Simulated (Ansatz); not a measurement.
SnO2: several calculations on one system

## 1. Relaxation

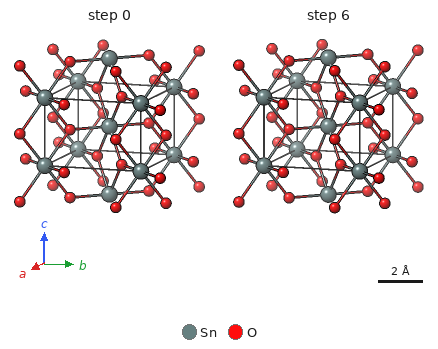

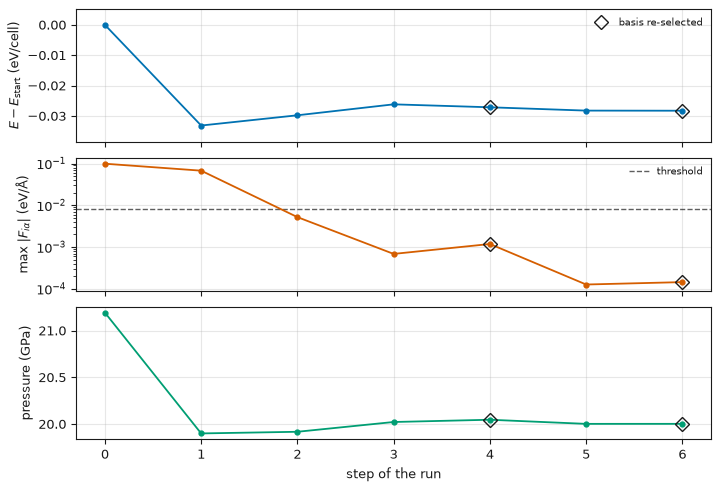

First and last geometry of a relaxation of solid SnO₂ (set up in P4_2/mnm), with the history of the run. The picture is a ball-and-stick view of the cell of the calculation, seen slightly off an axis.

Case: relaxed at 20 GPa.

All numbers below come from DFT PBE, scalar-relativistic, plane waves, PAW (Ansatz 0.2.0). Set-up: plane-wave cutoff 420 eV; k-point mesh 6 × 6 × 8; occupations gaussian; smearing width 0.02 eV; target pressure 20 GPa; no spin polarisation; cell and atoms relaxed; force threshold 0.008 eV/Å; at most 50 steps.

Question: Read the history and describe the run.

Answer: It converged. The atoms keep their places relative to the cell (all moves are under 0.005 Å). The drawn cell changes as follows: a = b 4.657 → 4.647 Å (−0.2 %), c 3.162 → 3.184 Å (+0.7 %); the volume changes by +0.3 %. Near-neighbour distances that change, for instance: O–Sn 2.034 → 2.042 Å, O–Sn 2.013 → 2.007 Å. The space group stays P4_2/mnm (No. 136). After 4 accepted moves (6 points after the start) the energy has fallen by 28.3 meV per cell of the calculation. With the target pressure of 20 GPa, the enthalpy E + pV changes by −4.9 meV per cell of the calculation. Largest force component: 0.099 eV/Å at the start, 0.00015 eV/Å at the end. Pressure: 21.19 GPa at the start and 20.00 GPa at the end. The SCF was repeated twice at an unchanged geometry on a basis and grid sized afresh for the cell, which shifted the energy by 1.0 meV per cell of the calculation at most.

## 2. Relaxation

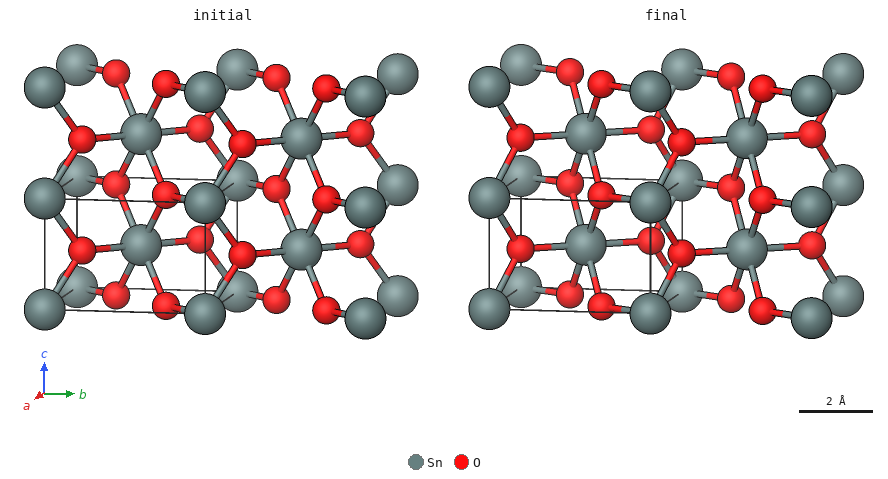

The structure of crystalline SnO2 (set up in P4_2/mnm) before (left) and after (right) a relaxation, at one scale.

A ball-and-stick model of the cell of the calculation, repeated 1 × 2 × 2 with one cell outlined, seen slightly off an axis.

Case: relaxed at 40 GPa.

Method: DFT PBE, scalar-relativistic, plane waves, PAW in Ansatz.

Input
```yaml
crystal:
  lattice:
    - [4.5380770101, 0.0, 0.0]
    - [0.0, 4.5384297043, 0.0]
    - [0.0, 0.0, 3.1096306174]
  atoms:
    - { symbol: Sn, position: [0.5, 0.5, 0.5] }
    - { symbol: Sn, position: [0.0, 0.0, 0.0] }
    - { symbol: O, position: [0.3053074733, 0.3054259035, 0.0] }
    - { symbol: O, position: [0.8053074733, 0.1945740965, 0.5] }
    - { symbol: O, position: [0.1946925267, 0.8054259035, 0.5] }
    - { symbol: O, position: [0.6946925267, 0.6945740965, 0.0] }
basis:
  ecutwfc: 420
kpoints:
  mp_grid: { grid: [6, 6, 10] }
hamiltonian:
  xc: pbe
scf:
  occupations: { method: gaussian, width: 0.02 }
output:
  forces: true
  stress: true
  eigenvalues: true
relax:
  adjacent_minimum: "off"
  f_tol: 0.008
  max_steps: 50
  cell: { stress_tol: 0.08, p_target: 40.0 }
```

Launched with:
```bash
ansatz run input.yaml --threads 1 --pin off --max-ram 2560MiB --backend cpu --events-out ev --progress --plain --runs-dir out
```

> Describe what moved and what it gained.

The largest moves relative to the cell, 0.31 Å, are those of O3, O4, O5 and O6. O3 goes along [−1 1 0]. Sn stays in place. The volume changes by −1.5 %, with a 4.538 → 4.443 Å (−2.1 %), b 4.538 → 4.560 Å (+0.5 %), c 3.110 → 3.113 Å (+0.1 %). Among the contacts that change: Sn1–O4 1.960 → 1.976 Å, Sn1–O3 1.994 → 2.009 Å. Bond angles that change, for instance: Sn1–O3–Sn2 128.8° → 125.5°, O3–Sn1–O4 90.0° → 92.3°, O3–Sn1–O5 90.0° → 87.7°. The space group (tolerance 0.01 Å) goes from P4_2/mnm (No. 136) to Pnnm (No. 58). Over 13 accepted moves (17 points after the start) the energy rises by 90.4 meV per cell of the calculation. With the target pressure of 40 GPa, the enthalpy E + pV changes by −0.154 eV per cell of the calculation. Largest force component: 0.14 eV/Å at the start, 0.0027 eV/Å at the end. The pressure goes from 42.71 to 39.94 GPa. The line search rejected the trial step at point 12 of the run. The SCF was repeated 3 times at an unchanged geometry on a basis and grid sized afresh for the cell, which shifted the energy by 6.8 meV per cell of the calculation at most.

## 3. A change

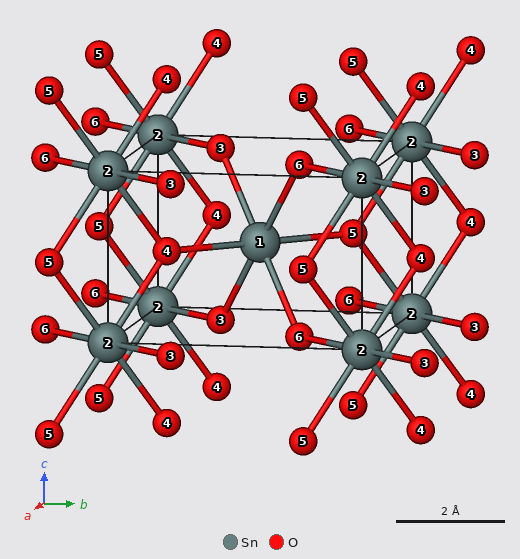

This is a crystal of SnO₂. A ball-and-stick model of the cell of the calculation, seen slightly off an axis.

These are results of Ansatz, DFT PBE, scalar-relativistic, plane waves, PAW, not measurements. Settings: plane-wave cutoff 420 eV; k-point mesh 6 × 6 × 8; occupations gaussian; smearing width 0.02 eV; no spin polarisation.

Change: The crystal is put under a hydrostatic pressure of 10 GPa. Cell and atoms are relaxed at that pressure.

### What does the calculation give for the changed structure?

It costs 18.6 meV per atom. The pressure goes from 0.0 to 10.0 GPa. The drawn cell changes as follows: a 4.827 → 4.726 Å (−2.1 %), b 4.828 → 4.726 Å (−2.1 %), c 3.238 → 3.209 Å (−0.9 %); the volume changes by −5.0 %. The largest moves relative to the cell, 0.006 Å, are those of O3, O4, O5 and O6. O6 goes along [1 1 0]. Sn stays in place. Near-neighbour distances before and after: O–Sn 2.091 → 2.043 to 2.064 Å. The space group stays P4_2/mnm (No. 136).

Drawn alike, the variant:

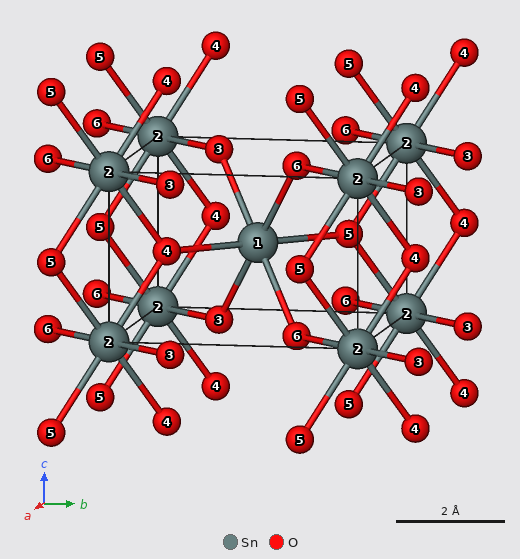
